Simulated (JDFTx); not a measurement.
**Energy of BaTiO$_{3}$ along an even scaling of the cell**

System: BaTiO$_{3}$ (5 atoms in the cell).
Method: Kohn-Sham DFT of a periodic cell, PBEsol, PseudoDojo-SR-PBEsol-0.4.1-standard, no spin polarisation (JDFTx 1.7.0 (patched build)).

The 7 runs differ only in the geometry, by an even scaling of the cell at fixed fractional positions. The structure derives from an entry of the Crystallography Open Database.

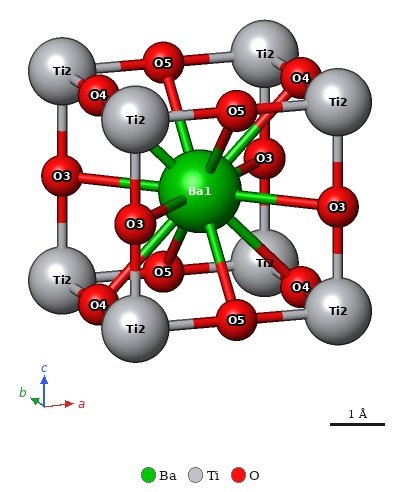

Figure 1. The structure of run 4 (ball-and-stick view of the cell of the calculation, seen slightly off an axis; atoms are numbered from 1 in the order of the input). An atom can appear more than once, as a periodic image.

**Input of run 4**
```
lattice \
    7.5702428553     0.0000000000     0.0000000000 \
    0.0000000000     7.5702428553     0.0000000000 \
    0.0000000000     0.0000000000     7.5702428553
coords-type Lattice
ion Ba     0.5000000000     0.5000000000     0.5000000000 1
ion Ti     0.0000000000     0.0000000000     0.0000000000 1
ion O      0.0000000000     0.0000000000     0.5000000000 1
ion O      0.0000000000     0.5000000000     0.0000000000 1
ion O      0.5000000000     0.0000000000     0.0000000000 1

ion-species pseudo/Ba.upf
ion-species pseudo/Ti.upf
ion-species pseudo/O.upf
elec-cutoff 42 336
elec-ex-corr gga-PBEsol
kpoint-folding 7 7 7
elec-smearing Fermi 0.0018374661
elec-n-bands 27
electronic-SCF nIterations 100 energyDiffThreshold 1e-09
electronic-minimize nIterations 30 energyDiffThreshold 1e-7
forces-output-coords Cartesian

dump-name run.$VAR
dump End Ecomponents EigStats BandEigs Kpoints Forces Stress ElecDensity Dtot KEdensity
```

Command:
```bash
jdftx -c 1 -i BaTiO3.in -o BaTiO3.out
```

Run 3 differs from it as follows:
```diff
-    7.5702428553     0.0000000000     0.0000000000 \
-    0.0000000000     7.5702428553     0.0000000000 \
-    0.0000000000     0.0000000000     7.5702428553
+    7.5194343252     0.0000000000     0.0000000000 \
+    0.0000000000     7.5194343252     0.0000000000 \
+    0.0000000000     0.0000000000     7.5194343252
```

**Results, with one run withheld**

```tsv
run	volume per atom (Å³)	free energy per atom, from the lowest run given (meV)	pressure (GPa)	gap on the mesh (eV)
1	12.086	8.07	7.16	1.94
2	12.343	0.00	2.90	1.90
3	12.601	?	?	?
4	12.858	2.57	−4.31	1.81
5	13.115	11.90	−7.34	1.77
6	13.372	25.83	−10.04	1.73
7	13.629	43.87	−12.46	1.69
```

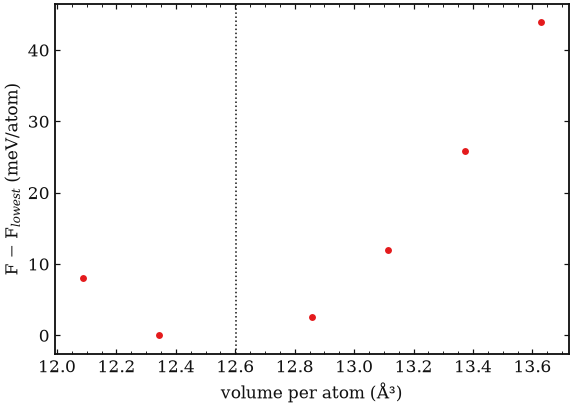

Figure 2. Free energy per atom of the runs given; the dotted line marks run 3.

Estimate the energy of run 3 from the others.

A cubic polynomial in V^(−2/3) (the Birch–Murnaghan form), fitted to the 6 runs given, misses them by under 0.01 meV per atom. With x = V^(−2/3) − 0.18198 Å⁻², it reads F = 3.2173 − 3022.9 x + 4.5535e+05 x² + 6.4301e+05 x³ (meV per atom). At run 3 it gives −1.61 meV per atom, and the run itself gives −1.60. The slope of the fit gives a pressure −dF/dV of −0.88 GPa there, and the run prints −0.91 GPa. The fit has its minimum at 12.539 Å³ per atom, where V d²F/dV² gives 180 GPa: the bulk modulus at this level, since symmetry fixes the shape and the positions. The gap on the mesh goes, without turning, from 1.94 eV in run 1 to 1.69 eV in run 7; run 3 has 1.85 eV. These are gaps of this functional on this mesh, which can miss the band edges; they aren't the measured gap.

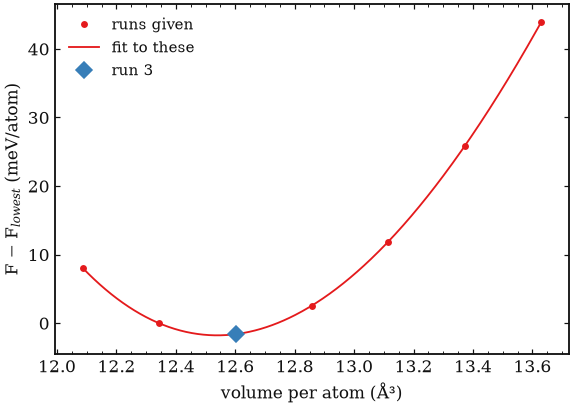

Figure 3. The fit and the withheld run.

**Some lines of the output (run 3)**
```
[...]
unit cell volume = 425.163
     Etot =     -132.3117932849366412
        F =     -132.3117932849952751
	HOMO-LUMO gap: +0.068159
	Optical gap  : +0.070130 at state 0 ( [ +0.000000 +0.000000 +0.000000 ] spin 0 )
```
